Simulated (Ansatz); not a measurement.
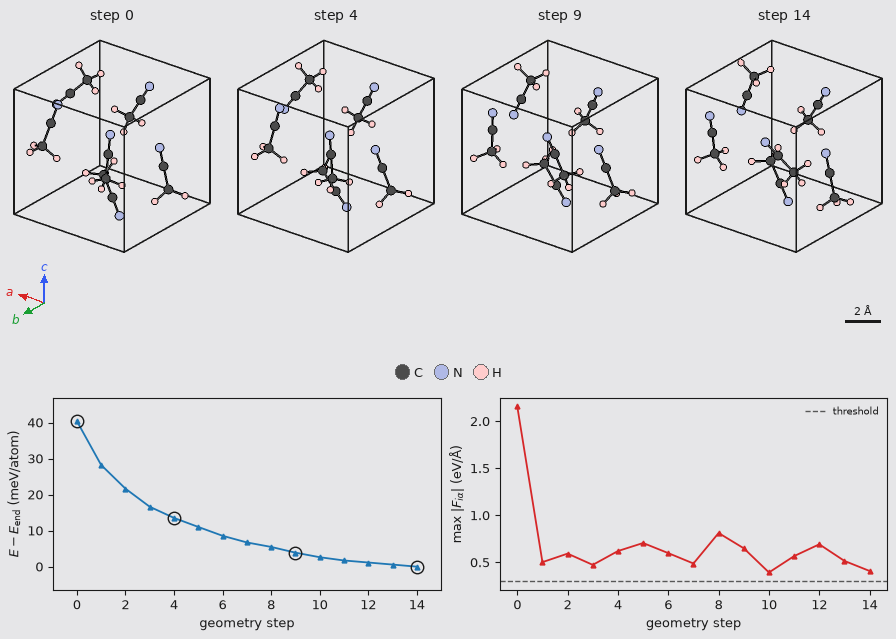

Frames of a relaxation of an amorphous cell of composition H3C2N, marked on the history of the run. The picture is a ball-and-stick view of the cell of the calculation, seen from a free direction.

The cell holds 6 CH3CN. The run prepares the start of a later molecular dynamics calculation, from a guessed geometry.

All numbers below come from Ansatz, DFT PBE-D3(BJ), scalar-relativistic, plane waves, PAW. Set-up: plane-wave cutoff 420 eV; k-point mesh 1 × 1 × 1; occupations fermi dirac; smearing width 0.05 eV; no spin polarisation; atoms relaxed in a fixed cell; force threshold 0.3 eV/Å; at most 15 steps.

**Describe the path.**

The relaxation stopped without meeting its thresholds, so the last structure isn't shown to be converged. It used up its limit of 15 steps. The energy falls by 40.4 meV per atom in 14 geometry steps. The largest force component goes from 2.2 to 0.41 eV/Å. The atom that moves furthest is an H atom (1.70 Å along [−3 −2 1]). By element the largest moves are H 1.70 Å, N 1.44 Å, C 1.07 Å. The lattice vectors keep their values. Near-neighbour distances that change, for instance: C–N 1.178 → 1.162 Å, C–C 1.461 → 1.448 Å, C–H 1.092 → 1.099 Å. Cost: 53 s on 1 thread of Arm Neoverse V1 (shared host), peak memory 0.46 GiB. From step 0 to 4: an H atom moves most (0.61 Å), energy −26.9 meV per atom. From step 4 to 9: an H atom moves most (0.84 Å), energy −9.6 meV per atom. From step 9 to 14: H atoms move most (0.62 Å), energy −3.9 meV per atom.

Limits of the set-up: the periodic images lie only 8.1 Å apart, so the values are limited by the cell's size.
